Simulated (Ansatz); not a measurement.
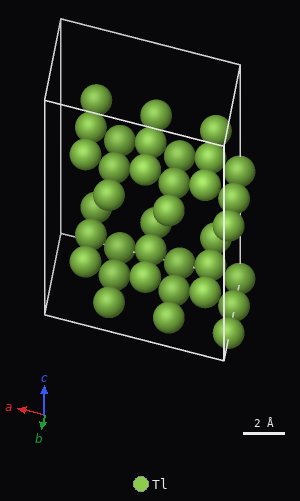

Starting frame of a dynamics run of a 36-atom cell of Tl. The cell was cut from the hcp crystal. The picture is a spheres-only view of the simulation cell, seen from a free direction.

Theory: Ansatz 0.2.0, DFT PBE, scalar-relativistic, plane waves, PAW.

Input
```yaml
accuracy: low
crystal:
  lattice:
    - [10.715068, 0.0, 0.0]
    - [-5.357534, 9.279521, 0.0]
    - [0.0, 0.0, 11.422262]
  atoms:
    - { symbol: Tl, position: [0.0, 0.0, 0.0] }
    - { symbol: Tl, position: [0.1111111, 0.2222222, 0.25] }
    - { symbol: Tl, position: [0.0, 0.0, 0.5] }
    - { symbol: Tl, position: [0.1111111, 0.2222222, 0.75] }
    - { symbol: Tl, position: [0.0, 0.3333333, 0.0] }
    - { symbol: Tl, position: [0.1111111, 0.5555556, 0.25] }
    - { symbol: Tl, position: [0.0, 0.3333333, 0.5] }
    - { symbol: Tl, position: [0.1111111, 0.5555556, 0.75] }
    - { symbol: Tl, position: [0.0, 0.6666667, 0.0] }
    - { symbol: Tl, position: [0.1111111, 0.8888889, 0.25] }
    - { symbol: Tl, position: [0.0, 0.6666667, 0.5] }
    - { symbol: Tl, position: [0.1111111, 0.8888889, 0.75] }
    - { symbol: Tl, position: [0.3333333, 0.0, 0.0] }
    - { symbol: Tl, position: [0.4444444, 0.2222222, 0.25] }
    - { symbol: Tl, position: [0.3333333, 0.0, 0.5] }
    - { symbol: Tl, position: [0.4444444, 0.2222222, 0.75] }
    - { symbol: Tl, position: [0.3333333, 0.3333333, 0.0] }
    - { symbol: Tl, position: [0.4444444, 0.5555556, 0.25] }
    - { symbol: Tl, position: [0.3333333, 0.3333333, 0.5] }
    - { symbol: Tl, position: [0.4444444, 0.5555556, 0.75] }
    - { symbol: Tl, position: [0.3333333, 0.6666667, 0.0] }
    - { symbol: Tl, position: [0.4444444, 0.8888889, 0.25] }
    - { symbol: Tl, position: [0.3333333, 0.6666667, 0.5] }
    - { symbol: Tl, position: [0.4444444, 0.8888889, 0.75] }
    - { symbol: Tl, position: [0.6666667, 0.0, 0.0] }
    - { symbol: Tl, position: [0.7777778, 0.2222222, 0.25] }
    - { symbol: Tl, position: [0.6666667, 0.0, 0.5] }
    - { symbol: Tl, position: [0.7777778, 0.2222222, 0.75] }
    - { symbol: Tl, position: [0.6666667, 0.3333333, 0.0] }
    - { symbol: Tl, position: [0.7777778, 0.5555556, 0.25] }
    - { symbol: Tl, position: [0.6666667, 0.3333333, 0.5] }
    - { symbol: Tl, position: [0.7777778, 0.5555556, 0.75] }
    - { symbol: Tl, position: [0.6666667, 0.6666667, 0.0] }
    - { symbol: Tl, position: [0.7777778, 0.8888889, 0.25] }
    - { symbol: Tl, position: [0.6666667, 0.6666667, 0.5] }
    - { symbol: Tl, position: [0.7777778, 0.8888889, 0.75] }
basis:
  ecutwfc: 420.0
kpoints:
  mp_grid: { grid: [1, 1, 1] }
hamiltonian:
  xc: pbe
scf:
  occupations: { method: fermi_dirac, width: 0.1 }
  lower_state_search: "off"
md:
  timestep: 3
  n_steps: 250
  ensemble: nvt_langevin
  temperature: 900.0
  initial_velocities: maxwell_boltzmann
  seed: 8821
  friction: 0.02
```

Command:
```bash
ansatz run input.yaml --threads 4 --pin off --max-ram 10240MiB --backend cpu --events-out ev --progress --plain --runs-dir out
```

Question: Predict how the run goes.

Answer: Over the second half the temperature averages 919 K (spread ±103 K). The potential energy is still drifting at the end, so the run hasn't reached equilibrium. The potential energy in the second half lies on average 64.7 meV per atom below the first frame. Root-mean-square distances from the starting positions over the second half, with the common drift of all atoms taken out: Tl 0.65 Å. The potential energy sinks well below that of the force-free first frame, so the starting arrangement isn't stable at these settings: the atoms shift into a lower-energy one. With so coarse a k-point mesh for this cell that can be an artefact of the sampling.

Along the run (each row but the first and the last is the mean over the interval that it begins):

```csv
time (fs),potential energy (meV/atom),T (K)
0.0,0.0,875
75.0,-28.7,948
150.0,-43.6,1025
225.0,-47.0,940
300.0,-45.3,777
375.0,-52.5,881
450.0,-62.2,992
525.0,-59.8,934
600.0,-64.6,916
675.0,-83.5,872
750.0,-90.5,927
```

The paths of the atoms:

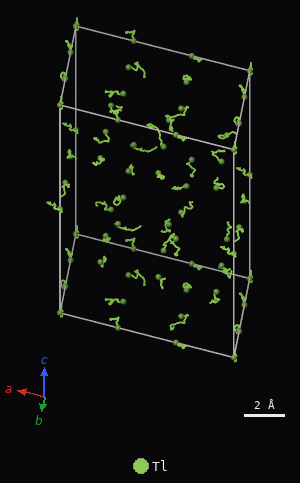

Limits of the set-up: the k-point mesh is coarse for a cell with partly filled bands; the program's low-accuracy preset was used.

The run took 26 min on 4 threads of Arm Neoverse V1, with other jobs on the host, peak memory 1.3 GiB.
